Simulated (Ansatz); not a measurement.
HgSe

Input

```
crystal:
  lattice:
    - [0.0, 3.0274098632, 3.0926650967]
    - [3.0274098632, 0.0, 3.0926650967]
    - [3.0274098632, 3.0274098632, 0.0]
  atoms:
    - { symbol: Hg, position: [0.0, 0.0, 0.0] }
    - { symbol: Se, position: [0.25, 0.25, 0.25] }
kpoints:
  mp_grid: { grid: [6, 6, 6] }
  band_path:
    path:
      - [0.0, 0.0, 0.0]
      - [-0.5, -0.5, 0.0]
      - [-0.375, -0.375, 0.25]
      - [-0.375, 0.0, 0.375]
      - [0.0, 0.0, 0.5]
      - [-0.5, -0.25, 0.25]
      - [-0.020508, -0.020508, 0.0]
    npoints: 1
hamiltonian:
  xc: hse06
scf:
  occupations: { method: fermi_dirac, width: 0.02 }
  n_extra_bands: 4
output:
  forces: true
  stress: true
  eigenvalues: true
  write_density: true
  write_potential: true
  elf: true
  volumetric_format: npy
```

Launched as:

```sh
ansatz run input.yaml --threads 4 --pin off --max-ram 3686MiB --backend cpu --events-out ev --progress --plain --runs-dir out
```

Below, planes, directions and counts refer to the conventional cell (a = 4.28 Å, b = 4.28 Å, c = 6.19 Å, α = 90.00°, β = 90.00°, γ = 90.00°).

Space group I-4m2; started from the zincblende prototype, which need not be the ambient phase; changed on purpose from its base cell (biaxial xy strain -2.1%); computed pressure about 2 GPa in this cell.

All numbers below come from Ansatz 0.2.0, DFT, HSE06, plane waves, PAW.

Core electrons are frozen (PAW), and the valence fields are smoothed inside the atomic spheres.

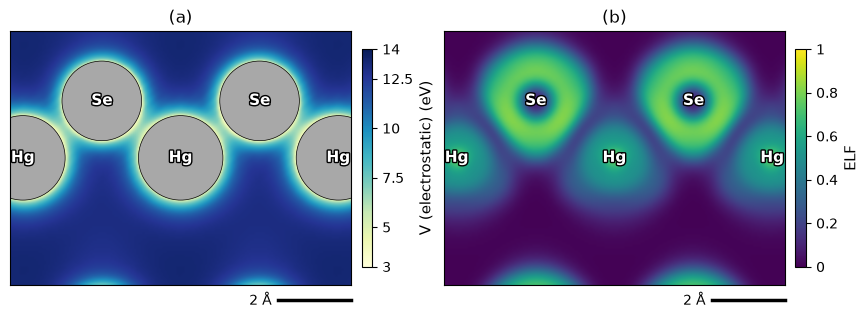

Figure 1. (a) electrostatic potential (local pseudopotential plus Hartree) felt by an electron; (b) ELF on the (010) plane of the conventional cell. Grey discs cover the atomic cores in the potential map.

> Describe what can be read from this map.

- The plane passes through Hg and Se nuclei.
- Hg–Se (2.64 Å): the ELF is about 0.35 at the midpoint and 0.20 at its lowest between the atoms.
- The features right at Hg lie inside the PAW spheres, where the map follows smoothed inner orbitals and isn't to be read closely.
- Outside the cores the potential energy rises away from the atoms and is highest about 2.6 Å from the nearest atoms; its zero is arbitrary.

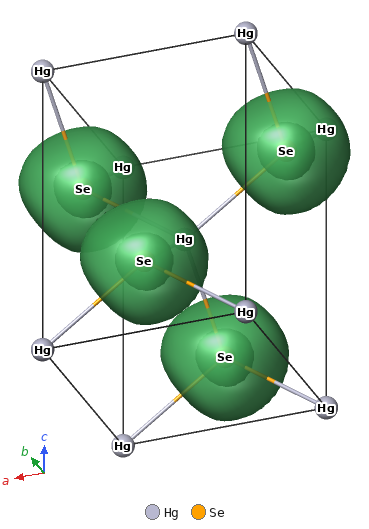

Figure 2. Isosurface of the electron localisation function at 0.65 (green), seen at an oblique angle. Core shells and regions of very low density are left out. Sticks mark near contacts.

> Describe the localisation domains.

At this value the surface marks out two regions wrapped around Se (the valence shell of each), counted in one cell of 4 atoms. Regions shared between cells count once.
